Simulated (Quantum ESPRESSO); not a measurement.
**Mn₃Si: projected density-of-states run (part 2 of 3)**

The same run, continued: Mn₃Si (Fm-3m, 4 atoms in the cell); Kohn-Sham DFT of a periodic cell, PBEsol, DFT+U, GBRV 1.5 PBEsol, spin-polarised (Quantum ESPRESSO 7.5); cutoff 612.26 eV, 7×7×7 k-mesh, fermi-dirac of 0.05 eV, collinear spins. The structure derives from an entry of the Crystallography Open Database.

Geometry of the input (Å; fractional positions):
```
0.0000  2.8610  2.8610
2.8610  0.0000  2.8610
2.8610  2.8610  0.0000
Mn 0.7500  0.7500  0.7500
Mn 0.2500  0.2500  0.2500
Mn 0.5000  0.5000  0.5000
Si 0.0000  0.0000  0.0000
```

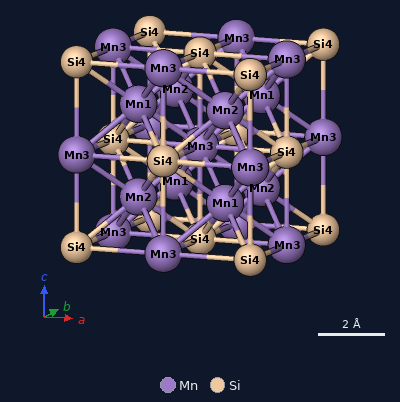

Figure 1. The input geometry (ball-and-stick view of the cell 4 times as large as that of the calculation, set on its symmetry axes, seen slightly off an axis; atoms are numbered from 1 in the order of the input). An atom can appear more than once, as a periodic image.

### What the program printed, continued
```
     negative rho (up, down):  0.000E+00 3.549E-04

     total energy              =    -641.97453476 Ry
     estimated scf accuracy    <       0.00837149 Ry

     total magnetization       =    11.74 Bohr mag/cell
     absolute magnetization    =    12.25 Bohr mag/cell

     iteration #  5     ecut=    45.00 Ry     beta= 0.30
     Davidson diagonalization with overlap
     ethr =  1.71E-05,  avg # of iterations =  2.1

     negative rho (up, down):  0.000E+00 5.454E-04

     total energy              =    -641.97685946 Ry
     estimated scf accuracy    <       0.00160389 Ry

     total magnetization       =    11.65 Bohr mag/cell
     absolute magnetization    =    12.21 Bohr mag/cell

     iteration #  6     ecut=    45.00 Ry     beta= 0.30
     Davidson diagonalization with overlap
     ethr =  3.27E-06,  avg # of iterations =  2.8

     negative rho (up, down):  0.000E+00 4.656E-04

     total energy              =    -641.97775269 Ry
     estimated scf accuracy    <       0.00131455 Ry

     total magnetization       =    11.59 Bohr mag/cell
     absolute magnetization    =    12.19 Bohr mag/cell

     iteration #  7     ecut=    45.00 Ry     beta= 0.30
     Davidson diagonalization with overlap
     ethr =  2.68E-06,  avg # of iterations =  3.1

     negative rho (up, down):  0.000E+00 4.862E-04

     total energy              =    -641.97869675 Ry
     estimated scf accuracy    <       0.00253053 Ry

     total magnetization       =    11.53 Bohr mag/cell
     absolute magnetization    =    12.15 Bohr mag/cell

     iteration #  8     ecut=    45.00 Ry     beta= 0.30
     Davidson diagonalization with overlap
     ethr =  2.68E-06,  avg # of iterations =  2.1

     negative rho (up, down):  0.000E+00 4.844E-04

     total energy              =    -641.97905386 Ry
     estimated scf accuracy    <       0.00023829 Ry

     total magnetization       =    11.51 Bohr mag/cell
     absolute magnetization    =    12.14 Bohr mag/cell

     iteration #  9     ecut=    45.00 Ry     beta= 0.30
     Davidson diagonalization with overlap
     ethr =  4.86E-07,  avg # of iterations =  3.4

     negative rho (up, down):  0.000E+00 4.629E-04

     total energy              =    -641.97915782 Ry
     estimated scf accuracy    <       0.00017570 Ry

     total magnetization       =    11.50 Bohr mag/cell
     absolute magnetization    =    12.13 Bohr mag/cell

     iteration # 10     ecut=    45.00 Ry     beta= 0.30
     Davidson diagonalization with overlap
     ethr =  3.59E-07,  avg # of iterations =  1.8

     negative rho (up, down):  0.000E+00 4.650E-04

     total energy              =    -641.97922337 Ry
     estimated scf accuracy    <       0.00000889 Ry

     total magnetization       =    11.50 Bohr mag/cell
     absolute magnetization    =    12.12 Bohr mag/cell

     iteration # 11     ecut=    45.00 Ry     beta= 0.30
     Davidson diagonalization with overlap
     ethr =  1.81E-08,  avg # of iterations =  2.1

     negative rho (up, down):  0.000E+00 4.641E-04

     total energy              =    -641.97922547 Ry
     estimated scf accuracy    <       0.00000175 Ry

     total magnetization       =    11.50 Bohr mag/cell
     absolute magnetization    =    12.12 Bohr mag/cell

     iteration # 12     ecut=    45.00 Ry     beta= 0.30
     Davidson diagonalization with overlap
     ethr =  3.57E-09,  avg # of iterations =  2.5

     negative rho (up, down):  0.000E+00 4.647E-04

     total energy              =    -641.97922869 Ry
     estimated scf accuracy    <       0.00000038 Ry

     total magnetization       =    11.50 Bohr mag/cell
     absolute magnetization    =    12.12 Bohr mag/cell

     iteration # 13     ecut=    45.00 Ry     beta= 0.30
     Davidson diagonalization with overlap
     ethr =  7.82E-10,  avg # of iterations =  2.4

     negative rho (up, down):  0.000E+00 4.645E-04

     total energy              =    -641.97922945 Ry
     estimated scf accuracy    <       0.00000003 Ry

     total magnetization       =    11.50 Bohr mag/cell
     absolute magnetization    =    12.12 Bohr mag/cell

     iteration # 14     ecut=    45.00 Ry     beta= 0.30
     Davidson diagonalization with overlap
     ethr =  6.42E-11,  avg # of iterations =  3.6

     negative rho (up, down):  0.000E+00 4.644E-04

     total energy              =    -641.97922948 Ry
     estimated scf accuracy    <       0.00000004 Ry

     total magnetization       =    11.50 Bohr mag/cell
     absolute magnetization    =    12.12 Bohr mag/cell

     iteration # 15     ecut=    45.00 Ry     beta= 0.30
     Davidson diagonalization with overlap
     ethr =  6.42E-11,  avg # of iterations =  2.0

     negative rho (up, down):  0.000E+00 4.643E-04

     Magnetic moment per site  (integrated on atomic sphere of radius R)
     atom   1 (R=0.253)  charge= 13.4104  magn=  3.6327
     atom   2 (R=0.253)  charge= 13.4104  magn=  3.6327
     atom   3 (R=0.253)  charge= 13.3212  magn=  4.0352
     atom   4 (R=0.253)  charge=  2.2196  magn= -0.1857

     End of self-consistent calculation

     =================== HUBBARD OCCUPATIONS ===================
     ------------------------ ATOM    1 ------------------------
     Tr[ns(  1)] (up, down, total) =   4.76646  0.90869  5.67515
     Atomic magnetic moment for atom   1 =   3.85777
     SPIN  1
     eigenvalues:
       0.942  0.942  0.942  0.970  0.970
     eigenvectors (columns):
      -0.000 -0.000 -0.000  0.031 -1.000
      -0.220 -0.941  0.258 -0.000  0.000
      -0.623  0.339  0.705 -0.000  0.000
       0.000  0.000  0.000 -1.000 -0.031
       0.751  0.005  0.660  0.000 -0.000
     occupation matrix ns (before diag.):
       0.970 -0.000 -0.000  0.000  0.000
      -0.000  0.942 -0.000  0.000  0.000
      -0.000 -0.000  0.942  0.000  0.000
       0.000  0.000  0.000  0.970 -0.000
       0.000  0.000  0.000 -0.000  0.942
     SPIN  2
     eigenvalues:
       0.099  0.099  0.099  0.306  0.306
     eigenvectors (columns):
       0.000 -0.000 -0.000  0.024 -1.000
       0.232 -0.097 -0.968  0.000  0.000
       0.669  0.739  0.086  0.000 -0.000
      -0.000  0.000  0.000  1.000  0.024
      -0.707  0.667 -0.236 -0.000 -0.000
     occupation matrix ns (before diag.):
       0.306 -0.000 -0.000  0.000  0.000
      -0.000  0.099 -0.000  0.000  0.000
      -0.000 -0.000  0.099  0.000  0.000
       0.000  0.000  0.000  0.306 -0.000
       0.000  0.000  0.000 -0.000  0.099
     ------------------------ ATOM    2 ------------------------
     Tr[ns(  2)] (up, down, total) =   4.76646  0.90869  5.67515
     Atomic magnetic moment for atom   2 =   3.85777
     SPIN  1
     eigenvalues:
       0.942  0.942  0.942  0.970  0.970
     eigenvectors (columns):
      -0.000 -0.000 -0.000  0.121 -0.993
      -0.233 -0.953 -0.195 -0.000  0.000
      -0.622 -0.008  0.783 -0.000  0.000
       0.000  0.000  0.000 -0.993 -0.121
       0.748 -0.303  0.591  0.000 -0.000
     occupation matrix ns (before diag.):
       0.970 -0.000 -0.000  0.000  0.000
      -0.000  0.942 -0.000  0.000  0.000
      -0.000 -0.000  0.942  0.000  0.000
       0.000  0.000  0.000  0.970 -0.000
       0.000  0.000  0.000 -0.000  0.942
     SPIN  2
     eigenvalues:
       0.099  0.099  0.099  0.306  0.306
     eigenvectors (columns):
      -0.000 -0.000 -0.000  0.059 -0.998
      -0.244  0.502 -0.830 -0.000  0.000
      -0.601  0.593  0.536 -0.000  0.000
       0.000  0.000  0.000 -0.998 -0.059
       0.761  0.629  0.157  0.000 -0.000
     occupation matrix ns (before diag.):
       0.306 -0.000 -0.000  0.000  0.000
      -0.000  0.099 -0.000  0.000  0.000
      -0.000 -0.000  0.099  0.000  0.000
       0.000  0.000  0.000  0.306 -0.000
       0.000  0.000  0.000 -0.000  0.099
     ------------------------ ATOM    3 ------------------------
     Tr[ns(  3)] (up, down, total) =   4.86727  0.57486  5.44213
     Atomic magnetic moment for atom   3 =   4.29242
     SPIN  1
     eigenvalues:
       0.967  0.967  0.967  0.983  0.983
     eigenvectors (columns):
      -0.000 -0.000  0.000 -0.168 -0.986
      -0.208  0.215  0.954  0.000  0.000
      -0.632  0.715 -0.299  0.000  0.000
       0.000  0.000 -0.000  0.986 -0.168
       0.746  0.666  0.013 -0.000 -0.000
     occupation matrix ns (before diag.):
       0.983 -0.000 -0.000  0.000  0.000
      -0.000  0.967 -0.000  0.000  0.000
      -0.000 -0.000  0.967  0.000  0.000
       0.000  0.000  0.000  0.983 -0.000
       0.000  0.000  0.000 -0.000  0.967
     SPIN  2
     eigenvalues:
       0.107  0.107  0.107  0.126  0.126
     eigenvectors (columns):
      -0.000 -0.000  0.000 -0.131 -0.991
      -0.242  0.055  0.969  0.000  0.000
      -0.662  0.721 -0.207  0.000  0.000
       0.000  0.000 -0.000  0.991 -0.131
       0.709  0.691  0.138 -0.000 -0.000
     occupation matrix ns (before diag.):
       0.126 -0.000 -0.000  0.000  0.000
      -0.000  0.107 -0.000  0.000  0.000
      -0.000 -0.000  0.107  0.000  0.000
       0.000  0.000  0.000  0.126 -0.000
       0.000  0.000  0.000 -0.000  0.107

     Number of occupied Hubbard levels =   16.7924

 ------ SPIN UP ------------

          k = 0.0000 0.0000 0.0000 (  1639 PWs)   bands (ev):

   -63.5451 -62.6221 -62.6018 -32.4720 -32.4720 -32.4720 -31.5822 -31.5822
   -31.5822 -31.4712 -31.4712 -31.4712   5.9258   9.8511   9.8511  10.7115
    10.7115  10.7115  11.2173  11.2173  11.2173  13.5430  13.5430  13.8881
    13.8881  13.8881  14.3774  14.3774  20.4081  20.8662  20.8662  20.8662
    22.2806  22.2806  22.2806  25.5788  25.5788

          k = 0.1010 0.1010-0.1010 (  1594 PWs)   bands (ev):

   -63.5454 -62.6217 -62.6042 -32.4739 -32.4739 -32.4710 -31.5761 -31.5761
   -31.5697 -31.4829 -31.4751 -31.4751   6.1983   9.8923   9.8923  10.5196
    10.8441  10.8441  11.2781  11.2781  11.3365  13.4928  13.4928  13.5785
    13.7229  13.7229  14.3487  14.3487  19.0316  20.5750  20.5750  20.8837
    22.4671  22.4671  22.6936  25.3372  25.3372

          k = 0.2020 0.2020-0.2020 (  1615 PWs)   bands (ev):

   -63.5457 -62.6208 -62.6096 -32.4782 -32.4782 -32.4683 -31.5610 -31.5610
   -31.5434 -31.5095 -31.4857 -31.4857   6.9321  10.0419  10.0419  10.3926
    10.9068  10.9068  11.1011  11.6659  11.6659  13.1608  13.1608  13.1754
    13.5816  13.5816  14.1926  14.1926  16.7269  20.2681  20.2681  20.7176
    22.0481  22.0481  24.0601  26.0869  26.0869

          k = 0.3030 0.3030-0.3030 (  1616 PWs)   bands (ev):

   -63.5455 -62.6195 -62.6143 -32.4816 -32.4816 -32.4654 -31.5451 -31.5451
   -31.5345 -31.5196 -31.4981 -31.4981   7.8063   9.9727  10.2240  10.2240
    10.8707  10.8707  10.9774  12.1325  12.1325  12.7751  12.7751  13.2222
    13.5585  13.5585  13.9613  13.9613  14.8499  20.2244  20.2244  20.7200
    21.3992  21.3992  24.9642  27.6845  27.6845

          k = 0.2020-0.0000 0.0000 (  1607 PWs)   bands (ev):

   -63.5456 -62.6217 -62.6052 -32.4761 -32.4761 -32.4677 -31.5754 -31.5754
   -31.5630 -31.4953 -31.4722 -31.4722   6.2855   9.6825  10.0366  10.7384
    10.7384  10.7963  11.0501  11.5098  11.5098  13.3739  13.5950  13.5955
    13.5955  13.6198  14.3226  14.3683  19.3843  19.6195  19.6195  21.7798
    22.0566  22.9210  22.9210  24.1200  27.1137

          k = 0.3030 0.1010-0.1010 (  1613 PWs)   bands (ev):

   -63.5460 -62.6210 -62.6098 -32.4806 -32.4792 -32.4651 -31.5644 -31.5636
   -31.5392 -31.5217 -31.4788 -31.4778   6.8464   9.5758  10.2402  10.6575
    10.8100  10.8349  11.2579  11.6201  11.8932  13.0614  13.1662  13.3962
    13.4033  13.5991  14.2357  14.2720  17.4694  18.8108  19.0596  21.4602
    22.8197  22.9186  23.3789  25.2032  27.4475

          k = 0.4041 0.2020-0.2020 (  1605 PWs)   bands (ev):

   -63.5460 -62.6200 -62.6147 -32.4840 -32.4800 -32.4652 -31.5500 -31.5482
   -31.5455 -31.5144 -31.4908 -31.4892   7.6153   9.7228  10.4199  10.4612
    10.8420  10.8994  11.2155  11.8600  12.3324  12.6577  12.8224  13.3109
    13.4018  13.5806  14.0430  14.0480  15.3405  18.5302  18.5625  21.0754
    22.7856  23.1762  24.7765  26.2533  28.1722

          k =-0.2020-0.4041 0.4041 (  1596 PWs)   bands (ev):

   -63.5457 -62.6195 -62.6162 -32.4837 -32.4795 -32.4670 -31.5557 -31.5430
   -31.5364 -31.5081 -31.5040 -31.4891   7.9357   9.9142  10.3022  10.3619
    10.8582  10.9924  11.0640  12.2434  12.3211  12.6062  12.7051  13.1942
    13.4363  13.4972  14.0244  14.0620  14.5428  18.1305  18.9124  20.9351
    22.8237  22.8599  26.0472  27.2105  27.4484

          k =-0.1010-0.3030 0.3030 (  1605 PWs)   bands (ev):

   -63.5459 -62.6204 -62.6129 -32.4801 -32.4790 -32.4688 -31.5593 -31.5469
   -31.5332 -31.5239 -31.4984 -31.4789   7.3667   9.8948  10.0922  10.6441
    10.8494  10.9334  11.1915  11.8208  11.9645  12.7775  12.9940  13.1889
    13.3761  13.5444  14.0798  14.2326  16.0845  18.0609  19.6883  20.9738
    22.8866  22.9791  24.6158  25.3627  27.4809

          k =-0.0000-0.2020 0.2020 (  1600 PWs)   bands (ev):

   -63.5458 -62.6212 -62.6077 -32.4775 -32.4757 -32.4696 -31.5704 -31.5652
   -31.5511 -31.5044 -31.4850 -31.4729   6.6180   9.8948   9.9061  10.5503
    10.8155  11.0697  11.2639  11.4570  11.5212  13.1865  13.3712  13.4603
    13.4755  13.5521  14.2550  14.3385  18.2763  18.5424  20.4770  21.1351
    22.9393  22.9721  23.3224  23.8648  27.1635

          k = 0.4041-0.0000 0.0000 (  1612 PWs)   bands (ev):

   -63.5468 -62.6208 -62.6137 -32.4855 -32.4855 -32.4572 -31.5578 -31.5578
   -31.5492 -31.5191 -31.4773 -31.4773   7.1573   9.2852  10.5400  10.5583
    10.8261  10.8261  11.2110  12.3384  12.3384  12.8874  13.0054  13.0054
    13.3670  13.6167  14.0984  14.3477  17.4729  17.4729  17.5922  20.8609
    21.7972  24.7595  24.7595  25.8897  28.4827

          k = 0.5051 0.1010-0.1010 (  1621 PWs)   bands (ev):

   -63.5471 -62.6203 -62.6182 -32.4892 -32.4873 -32.4553 -31.5732 -31.5461
   -31.5451 -31.4977 -31.4859 -31.4836   7.5962   9.5037  10.2575  10.8363
    10.8801  10.9350  11.4770  12.3741  12.4188  12.7703  12.8627  13.0251
    13.4814  13.5707  13.9689  14.2119  15.7492  16.7257  16.8152  20.9024
    22.4924  25.1404  25.3248  27.6893  28.5111

          k =-0.1010-0.5051 0.5051 (  1613 PWs)   bands (ev):

   -63.5464 -62.6204 -62.6188 -32.4888 -32.4824 -32.4616 -31.5813 -31.5409
   -31.5299 -31.5029 -31.4918 -31.4827   7.8573  10.0153  10.1114  10.8107
    10.8589  11.1027  11.5981  12.2146  12.2451  12.7683  12.7783  13.2638
    13.3421  13.4281  14.1249  14.1887  14.4207  16.1975  17.1160  20.9217
    24.3900  24.9523  25.1866  27.5372  27.6533

          k = 0.0000-0.4041 0.4041 (  1610 PWs)   bands (ev):

   -63.5460 -62.6203 -62.6167 -32.4848 -32.4747 -32.4719 -31.5695 -31.5442
   -31.5262 -31.5129 -31.5027 -31.4778   7.7871   9.9213  10.4093  10.5461
    10.8677  10.8747  11.7062  11.9860  12.3074  12.5781  12.7132  13.0260
    13.1352  13.4552  14.1664  14.2388  15.5220  16.1652  18.2238  20.9298
    24.3544  24.8612  24.8969  25.7961  27.3073

          k = 0.6061-0.0000 0.0000 (  1608 PWs)   bands (ev):

   -63.5482 -62.6222 -62.6201 -32.4932 -32.4932 -32.4473 -31.5922 -31.5387
   -31.5387 -31.4866 -31.4866 -31.4825   7.6254   9.7794  10.0440  10.9272
    10.9272  11.3107  11.3772  12.1614  12.5538  12.5538  13.4285  13.4604
    13.6093  13.6093  13.7841  14.3313  15.4834  15.4834  15.7832  20.5196
    21.6996  27.3662  27.3662  28.3443  28.3525

          k =-0.0000-0.6061 0.6061 (  1614 PWs)   bands (ev):

   -63.5477 -62.6228 -62.6198 -32.4930 -32.4910 -32.4502 -31.5957 -31.5364
   -31.5324 -31.4937 -31.4883 -31.4781   7.7140   9.9701  10.0890  10.9016
    11.1598  11.2413  11.4550  11.8026  12.5963  12.7382  13.2348  13.4105
    13.6915  13.7671  14.1399  14.2371  14.2547  15.5404  15.6640  20.7946
    22.3808  26.8803  27.5148  28.0367  28.4021

          k = 0.4041 0.2020 0.0000 (  1612 PWs)   bands (ev):

   -63.5464 -62.6205 -62.6143 -32.4847 -32.4811 -32.4633 -31.5592 -31.5477
   -31.5472 -31.5155 -31.4913 -31.4768   7.3865   9.5359  10.4477  10.5721
    10.7533  10.9336  11.5162  11.9422  12.1914  12.6742  12.9182  13.1631
    13.3306  13.5892  14.0837  14.2617  16.7268  16.9453  18.1419  21.8768
    22.9232  22.9536  25.0665  25.6411  28.7728

          k =-0.2020-0.4041 0.6061 (  1603 PWs)   bands (ev):

   -63.5461 -62.6200 -62.6178 -32.4884 -32.4765 -32.4670 -31.5717 -31.5460
   -31.5302 -31.5052 -31.4965 -31.4825   7.8349   9.8635  10.2679  10.5789
    10.9239  11.0391  11.5724  12.0551  12.4591  12.5897  12.6711  13.1466
    13.2608  13.5525  14.0001  14.2415  14.8969  16.7791  17.3134  21.9364
    22.8070  24.5571  25.4140  27.0152  27.8295

          k =-0.1010-0.5051 0.7071 (  1617 PWs)   bands (ev):
```
